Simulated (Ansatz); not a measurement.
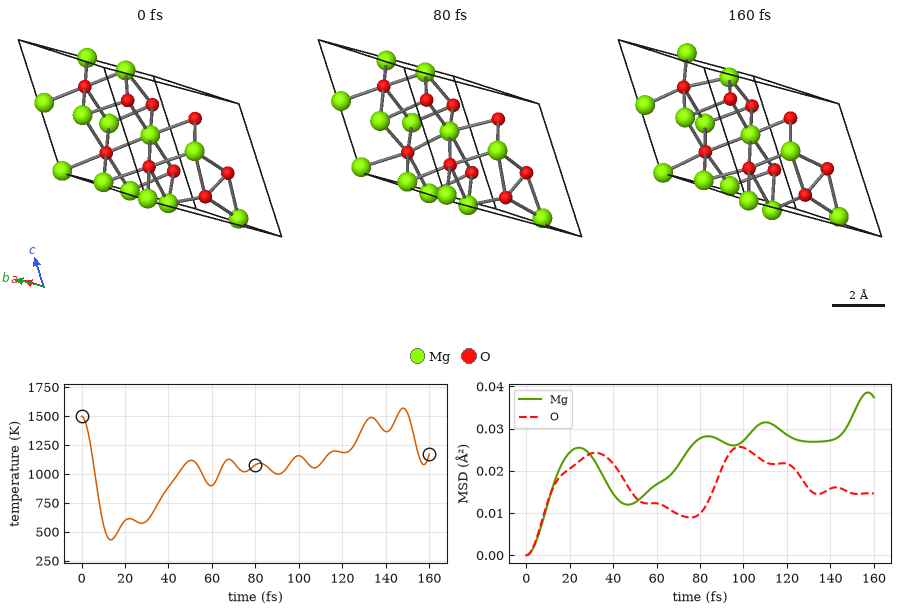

A Born-Oppenheimer molecular dynamics run of MgO with an interstitial O (17 atoms in the cell), 160 fs long. Frames and the history of the run. The picture is a ball-and-stick view of the reduced simulation cell, seen from a free direction. Bonds to atoms that aren't drawn are left out. Lengths and directions refer to the drawn axes.

The calculation used Ansatz, DFT PBE-D3(BJ), scalar-relativistic, plane waves, PAW. Settings: plane-wave cutoff 420 eV; k-point mesh 2 × 2 × 2; Fermi-Dirac smearing 0.05 eV; spin collinear; low-accuracy preset; Nosé-Hoover thermostat (NVT); set temperature 1500 K; time step 1 fs; thermostat time 50.0 fs.

**Describe the run.**

Root-mean-square distances from the starting positions over the second half, with the common drift of all atoms taken out: Mg 0.17 Å, O 0.14 Å. That is small against the typical shortest distance between atoms in the first frame, about 1.9 Å: the atoms vibrate about their sites and the arrangement holds. Over the second half the temperature averages 1225 K (spread ±168 K). The potential energy in the second half lies on average 154 meV per atom above the first frame.

Limits of the set-up: the program's low-accuracy preset was used; the periodic images lie only 5.5 Å apart, so the values are limited by the cell's size.

Cost: 10 min on 1 thread of Arm Neoverse V1, with other jobs on the host, peak memory 0.42 GiB.
